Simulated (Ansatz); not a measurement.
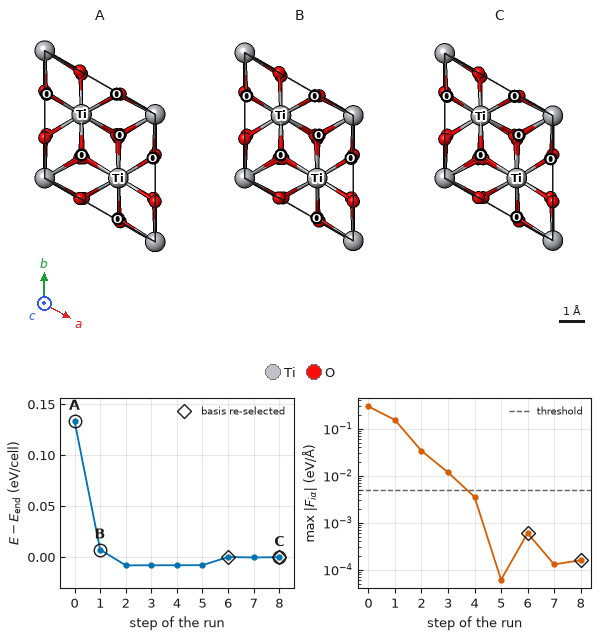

Frames of a relaxation of solid Ti2O3 (set up in R-3c), marked on the history of the run. A ball-and-stick model of the conventional cell (3 times the calculation's cell), seen along the c axis. Lengths and directions refer to the drawn axes.

Level of theory: DFT PBEsol, scalar-relativistic, plane waves, PAW (Ansatz). (plane-wave cutoff 420 eV; k-point mesh 12 × 12 × 12; occupations gaussian; smearing width 0.1 eV; no spin polarisation; cell and atoms relaxed; force threshold 0.005 eV/Å; at most 80 steps)

What happens along the run?

The largest moves relative to the cell, 0.026 Å, are those of O atoms. By element the largest moves are O 0.026 Å, Ti 0.006 Å. Cell: a = b 5.149 → 5.040 Å (−2.1 %), c 13.642 → 13.875 Å (+1.7 %). Volume −2.6 %. Near-neighbour distances that change, for instance: Ti–Ti 2.990 → 2.929 Å, Ti–Ti 2.592 → 2.647 Å, O–Ti 2.084 → 2.055 Å, O–Ti 2.013 → 1.999 Å. Bond angles that change, for instance: Ti–O–Ti 76.9° → 80.2°. The space group stays R-3c (No. 167). The energy falls by 0.134 eV per cell of the calculation in 6 accepted moves (8 points after the start). Largest force component: 0.3 eV/Å at the start, 0.00016 eV/Å at the end. Pressure: −6.49 GPa at the start and 0.00 GPa at the end. At 2 points the geometry stayed and the basis and grid were re-selected for the new cell (energy shift of 8.0 meV per cell of the calculation at most each time). The run took 2.3 min on 4 threads of Arm Neoverse V2, on a shared host, peak memory 1 GiB. From step 0 to 1: volume −1.8 %, energy −0.126 eV per cell of the calculation. From step 1 to 8: volume −0.8 %, energy −7.4 meV per cell of the calculation.
